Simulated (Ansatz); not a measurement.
Band-structure calculation, with input and output: CoO

The run: band-structure calculation of CoO (Fm-3m, 2 atoms in the cell). Method and program: DFT PBE without spin polarisation, scalar-relativistic, plane waves, PAW, no spin polarisation (Ansatz 0.2.0).

The structure derives from an entry of the Crystallography Open Database. Figures and captions count atoms from 1; the log counts them from 0 in places.

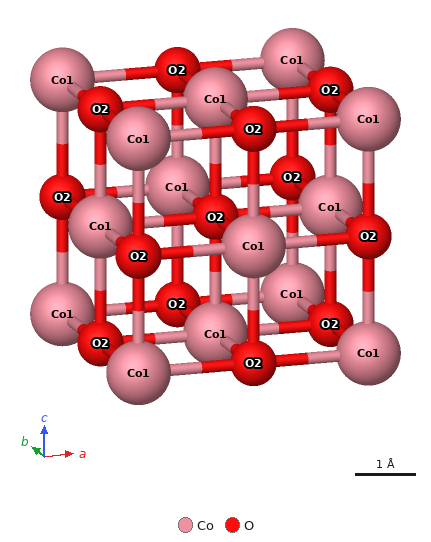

The input geometry (ball-and-stick view of the cell 4 times as large as that of the calculation, set on its symmetry axes, seen slightly off an axis; atoms are numbered from 1 in the order of the input). An atom can appear more than once, as a periodic image.

Results in brief

| quantity | value |
| --- | --- |
| outcome | converged |
| space group (tolerance 0.01 Å) | Fm-3m (225) |
| electrons treated | 23 |
| free energy | −5691.7493 eV |
| Fermi energy | 16.124 eV |
| gap on the k-point mesh | none (metallic) |
| pressure | 0.04 GPa |
| largest force (length of the vector) | under 0.001 eV/Å |
| hardware | 1 thread of Intel Xeon @ 2.50GHz (Skylake/Cascade Lake), 64 GiB of memory available, shared host |
| wall time | 20 s |
| peak memory | 0.36 GiB |

Remarks

The run has no spin polarisation, so a magnetic state may lie lower.

Input file
```yaml
crystal:
  lattice:
    - [0.0, 2.0508950814, 2.0508950814]
    - [2.0508950814, 0.0, 2.0508950814]
    - [2.0508950814, 2.0508950814, 0.0]
  atoms:
    - { symbol: Co, position: [0.0, 0.0, 0.0] }
    - { symbol: O, position: [0.5, 0.5, 0.5] }
basis:
  ecutwfc: 420
  ecutrho_ratio: 4
kpoints:
  mp_grid: { grid: [14, 14, 14] }
  band_path:
    path:
      - [[0.0, 0.0, 0.0], [0.5, 0.0, 0.5], [0.625, 0.25, 0.625]]
      - [[0.375, 0.375, 0.75], [0.0, 0.0, 0.0], [0.5, 0.5, 0.5], [0.5, 0.25, 0.75], [0.5, 0.0, 0.5]]
    npoints: 14
hamiltonian:
  xc: pbe
scf:
  occupations: { method: gaussian, width: 0.05 }
  n_extra_bands: 11
output:
  forces: true
  stress: true
  eigenvalues: true
  populations: true
  dos: { projected: true, de: 0.02, nscf_kmesh: { grid: [21, 21, 21] } }
  bader: true
```

Run as:
```bash
ansatz run input.yaml --threads 1 --pin off --max-ram 2560MiB --backend cpu --events-out ev --progress --plain --runs-dir out
```

Log
```
scf.n_extra_bands = 11 over 12 filled bands (N_el = 23.0): the run solves 23 bands
Engine: ansatz 0.2.0, x86_64-unknown-linux-gnu
Pseudopotentials: kind: paw
Pseudopotential: Co, paw, valence charge 17, recommended cutoff 420 eV (normal), Co.paw.azcp
Pseudopotential: O, paw, valence charge 6, recommended cutoff 420 eV (normal), O.paw.azcp
Functional definition: PBE
  parameter kappa = 0.804
  parameter beta = 0.06672455060314922
  exchange = pbe_x(kappa = kappa, mu = beta*pi^2/3)
  correlation = pbe_c(beta = beta)
Crystal: 2 atoms, lattice volume = 17.253 Å³
Basis set: ecut = 420 eV, 331 PW (Γ), exchange–correlation on 40×40×40 points (8 copies of the dense FFT grid, shifted against one another)
Bands: 23, of which v1, the nominal top of the filled ones, is band 12 counted from 1 (11 counted from 0)
Symmetry: 48 space group operations
Space group: Fm-3m (ITA 225), of the structure as read, at distance tolerance 2.6e-5 Å
k-points: 104 of 2744
Non-local potential: Co, projectors of the file, l = 0: 3, l = 1: 2, l = 2: 3, l = 3: 1
Non-local potential: O, projectors of the file, l = 0: 2, l = 1: 2, l = 2: 1
PAW form: soft (Blöchl's): semilocal exchange-correlation on the pseudo side does not see the compensation charge
PAW one-centre angular grid: Co, 590 points (default); XC on 64 Gauss nodes
PAW one-centre angular grid: O, 110 points (default); XC on 64 Gauss nodes
Initial density: superposition of atomic densities (neutral atoms: chi_scale 0, normalization atom), corrected by the library's trained network
Initial wavefunctions: pseudopotential atomic-orbital guess
Functional: x = pbe(κ = 0.804, μ = 0.2195149727645171), c = pbe(β = 0.06672455060314922)
SCF iter   1: F=—  HF=-5691.748524 eV  |F-HF|=—  |Δ(HF+E_count)|=         —  Δρ=4.80e-3  dr2=6.18e-4  ethr=1.77e-3  ⟨swp⟩=5.2  Hψ=9300  notcnv=0  defer=395
preconditioner: auto → none  [metal: Δε(μ)=0.012 eV  Ē_g=24.507 eV  σ=0.050 eV  W_gap=0.13  n_scr=8 (ndim 8)  ℏωp=34.6 eV  f_vac=0.000  D(μ)=2.07/eV (n_scr^D=26)  sad-step TF]
SCF iter   2: F=—  HF=-5691.749126 eV  |F-HF|=—  |Δ(HF+E_count)|=   6.03e-4  Δρ=2.65e-3  dr2=2.29e-4  ethr=2.69e-6  ⟨swp⟩=2.5  Hψ=4285  notcnv=0  defer=465
SCF iter   3: F=—  HF=-5691.749220 eV  |F-HF|=—  |Δ(HF+E_count)|=   9.34e-5  Δρ=2.90e-4  dr2=9.73e-6  ethr=9.97e-7  ⟨swp⟩=1.9  Hψ=2547  notcnv=0  defer=465
SCF iter   4: F=—  HF=-5691.749254 eV  |F-HF|=—  |Δ(HF+E_count)|=   3.45e-5  Δρ=1.64e-4  dr2=2.57e-6  ethr=4.23e-8  ⟨swp⟩=2.2  Hψ=3003  notcnv=0  defer=465
iter 5 did not close the SCF: its close was put off for the readings that it lacked (scf_convergence_deferred on its scf_iter line)
SCF iter   5: F=-5691.749254 eV  HF=-5691.749254 eV  |F-HF|=2.98e-8  |Δ(HF+E_count)|=   5.70e-7  Δρ=2.28e-5  dr2=3.40e-8  ethr=1.12e-8  ⟨swp⟩=2.1  Hψ=2207  notcnv=0  defer=465
SCF iter   6: F=-5691.749254 eV  HF=-5691.749254 eV  |F-HF|=2.35e-10  |Δ(HF+E_count)|=   9.32e-9  Δρ=2.10e-6  dr2=1.47e-10  ethr=1.48e-10  ⟨swp⟩=6.3  Hψ=9948  notcnv=0
SCF 1 converged in 6 iterations: F = -5691.749254 eV  dr2 = 1.47e-10
  greatest PAW one-centre occupation: 1.002 electrons in one spin orbital (limit 2), on the Co atom at site 0 (counted from 0), in its partial waves of l = 1
NSCF: frozen V_eff on 86 k-points
NSCF: frozen V_eff on 286 k-points
SCF converged after 6 iterations
Free energy (F): -5691.749254 eV
Harris-Foulkes:  -5691.749254 eV  (|F-HF|=2.35e-10)
Internal energy: -5691.746666 eV  (E = F + TS)
E sigma→0 (E₀):  -5691.747960 eV
Entropy (-TS):   -0.002588 eV (-1.294 meV/atom)
Fermi energy:    16.124031 eV
--- Per-component energies (eV) ---
  E_band       = -252.407124
  E_kinetic    = 623.675930
  E_local      = -3269.945621  (includes V_loc(G=0)·N_el)
  E_nonlocal   = 515.121129
  E_hartree    = 1353.226254
  E_xc         = -229.917297
  E_vxc        = -295.636917  (∫ρ·V_xc dr)
  E_paw        = -1678.179728  (= ΣΔE_a)
  E_vpaw       = -532.076649  (= ΣTr[D̂ρ^β])
  E_aug_tail   = 0.002577  (compensation charges beyond the density's cutoff)
  E_ewald      = -3005.729910
  E_smearing   = -0.002588  (= −TS)
  E_closure    = 0.000000  (closes the sum)
  Σ components = -5691.749254   (vs F -5691.749254, Δ=0.00e0)
--- Forces (eV/Å), atoms counted from 1 ---
  atom   1  Co    -0.00000000     0.00000000     0.00000000
  atom   2  O      0.00000000    -0.00000000     0.00000000
  max |Σ_I F_I| component: 1.75e-29 eV/Å
--- Stress (GPa, compression-positive) ---
        0.041579       0.000000      -0.000000
        0.000000       0.041579      -0.000000
        0.000000       0.000000       0.041579
  P = ⅓ Tr σ = 0.0416 GPa (0.416 kbar)
--- Band table (eV; the first three rows and the last of 104) ---
  k-point 0: bands = ["-78.6266", "-41.9373", "-41.9373", "-41.9373", "-5.3611", "12.2260", "12.2260", "12.2260", "14.3845", "14.3845", "14.3845", "14.8570", "14.8570", "17.9558", "33.3568", "35.5464", "35.5464", "35.5464", "40.0388", "40.0388", "40.0388", "42.8742", "42.8742"]
  k-point 1: bands = ["-78.6263", "-41.9407", "-41.9377", "-41.9377", "-5.2979", "11.7970", "12.0012", "12.0012", "14.4517", "14.4517", "14.4965", "15.0946", "15.0946", "18.2958", "32.5062", "35.4057", "35.4057", "35.9969", "39.3335", "39.3335", "40.6212", "43.9695", "43.9695"]
  k-point 2: bands = ["-78.6253", "-41.9505", "-41.9389", "-41.9389", "-5.1159", "10.8379", "11.5142", "11.5142", "14.6039", "14.6039", "14.6974", "15.6574", "15.6574", "19.1228", "30.9555", "34.8142", "34.8142", "36.5733", "38.6742", "38.6742", "42.1630", "45.9109", "45.9109"]
  k-point 103: bands = ["-78.6169", "-41.9858", "-41.9775", "-41.9636", "-3.7421", "8.8990", "9.3772", "9.6371", "14.8825", "15.3878", "15.8360", "15.8770", "16.6638", "25.4675", "26.7990", "27.1732", "30.5245", "37.5800", "39.8485", "47.4044", "48.4652", "48.6713", "52.4286"]
--- Löwdin populations: 2 sites ---
  site symbol       q [e]
     0     Co     16.1340
     1      O      6.7673
  spilling = 0.004291 (of n_electrons = 23.000000)
--- Bader charges: 2 sites ---
  site symbol  charge [e]  shift [e]
     0     Co      1.0910     0.0012
     1      O     -1.0910     0.0012
  estimated error of the sums over rays = 3.9e-4 e
```

File bader_charges.tsv
```
# site	symbol	x_ang	y_ang	z_ang	partial_charge_e	electrons	volume_ang3	relative_density_drop	shared_charge_e	partial_wave_shift_e
# quadrature_error_electrons = 3.9e-4
0	Co	0.0000	0.0000	0.0000	1.09098	25.90902	8.39	-	1.09098	0.00115
1	O	2.0509	2.0509	2.0509	-1.09098	9.09098	8.86	-	-1.09098	0.00115
```

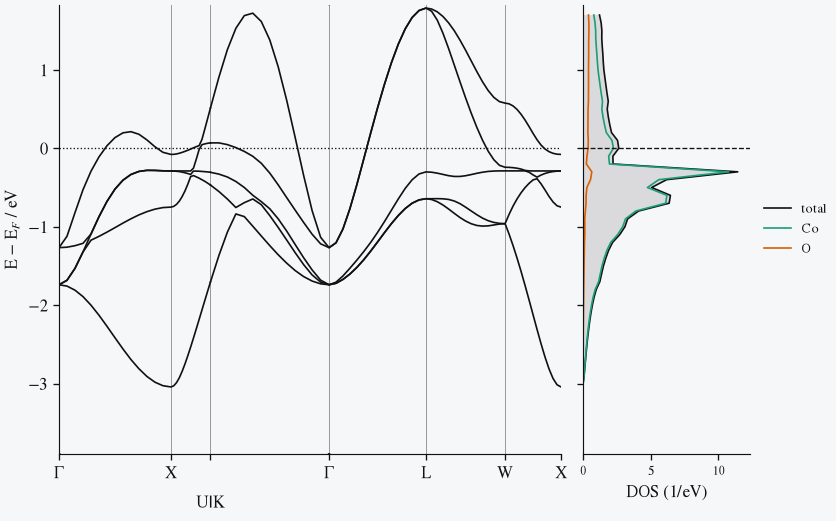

Band structure along Γ–X–U|K–Γ–L–W–X and density of states (projected on Löwdin-orthogonalised atomic shells), with energies from the Fermi level. Bands cross the Fermi level: a metal at this level of theory.
